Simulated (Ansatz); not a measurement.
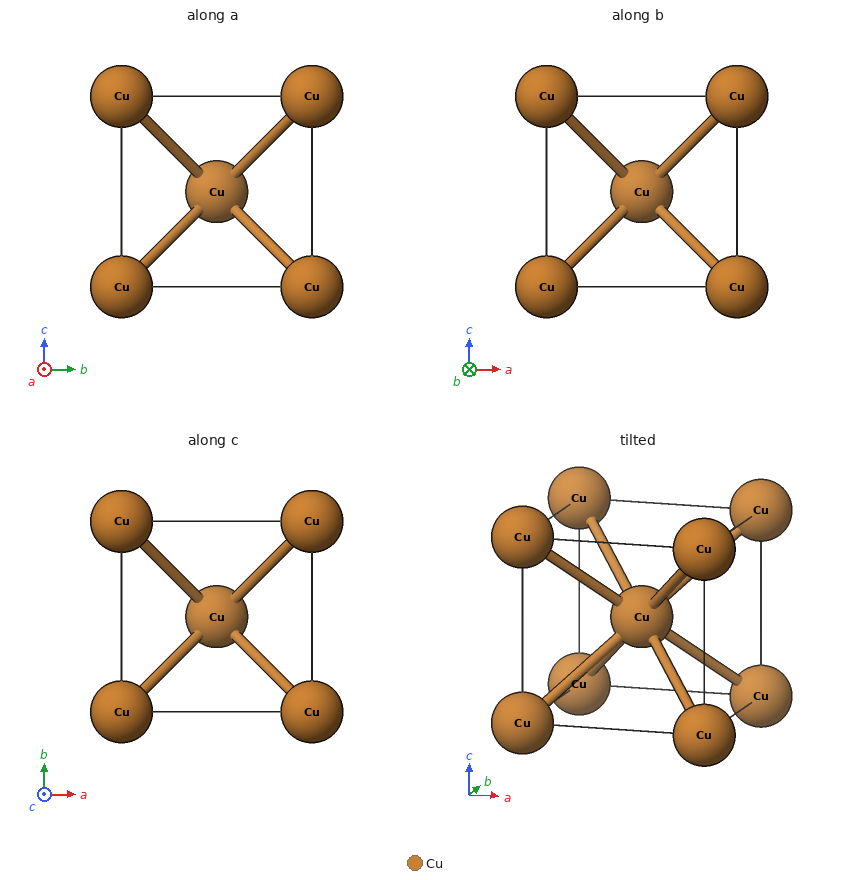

Structure drawing (ball-and-stick), viewed along the a axis, along the b axis, along the c axis and slightly off an axis. The conventional unit cell is outlined; an atom on or near a face, edge or corner is repeated at each equivalent position.

Lattice parameters: a = 2.8827 Å, b = 2.8827 Å, c = 2.8827 Å, α = 90.000°, β = 90.000°, γ = 90.000°.

Question: From the views, write a CIF in P1 with every atom of the cell.

Answer:
```cif
data_structure
_symmetry_space_group_name_H-M 'P 1'
_symmetry_Int_Tables_number 1
_cell_length_a 2.8827
_cell_length_b 2.8827
_cell_length_c 2.8827
_cell_angle_alpha 90.000
_cell_angle_beta 90.000
_cell_angle_gamma 90.000
_cell_volume 23.95
loop_
_atom_site_label
_atom_site_type_symbol
_atom_site_fract_x
_atom_site_fract_y
_atom_site_fract_z
_atom_site_occupancy
Cu1 Cu 0.0000 0.0000 0.0000 1
Cu2 Cu 0.5000 0.5000 0.5000 1
```

Starting structure: a structure type filled with this element by a generator (whether the element takes this form wasn't checked). Earlier steps of the study may have refined or changed the cell and positions. It was run through Ansatz as a DFT input.

At this level of theory the cell isn't at rest (stretched, at -6 GPa), so its distances can differ from those at equilibrium, the more so the softer the solid.
